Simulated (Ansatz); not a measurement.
Ge (P6_3/mmc, No. 194): the end point of a relaxation with DFT, revPBE, plane waves (420 eV) with PAW, scalar-relativistic (Ansatz); the starting structure was generated, so it need not be a known form of this composition.

```cif
data_structure
_symmetry_space_group_name_H-M 'P6_3/mmc'
_symmetry_Int_Tables_number 194
_cell_length_a 3.0856
_cell_length_b 3.0856
_cell_length_c 4.7798
_cell_angle_alpha 90.000
_cell_angle_beta 90.000
_cell_angle_gamma 120.000
_cell_volume 39.41
loop_
_atom_site_label
_atom_site_type_symbol
_atom_site_symmetry_multiplicity
_atom_site_Wyckoff_symbol
_atom_site_fract_x
_atom_site_fract_y
_atom_site_fract_z
_atom_site_occupancy
Ge1 Ge 2 c 0.33333 0.66667 0.25000 1
```

What will an iDPC-like image along [210] show? Simulated as the projected potential of neutral atoms (B = 0.5 Å²) blurred by a 0.63 Å probe, the thin-sample limit of integrated differential phase contrast. Shot noise was added.

Answer. The columns repeat on a rectangular net of 1.54 × 2.39 Å (plane group p2mm). All columns are alike (Ge). The shortest distance between visible columns is 1.54 Å in projection. Along the beam the structure repeats every 5.34 Å.

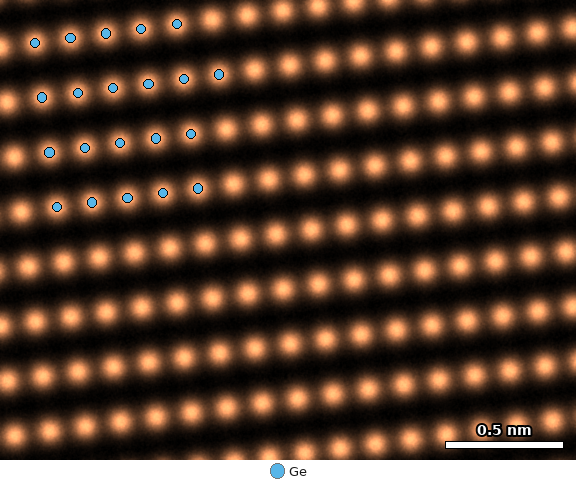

The simulated image, with the columns of the model marked in one corner.
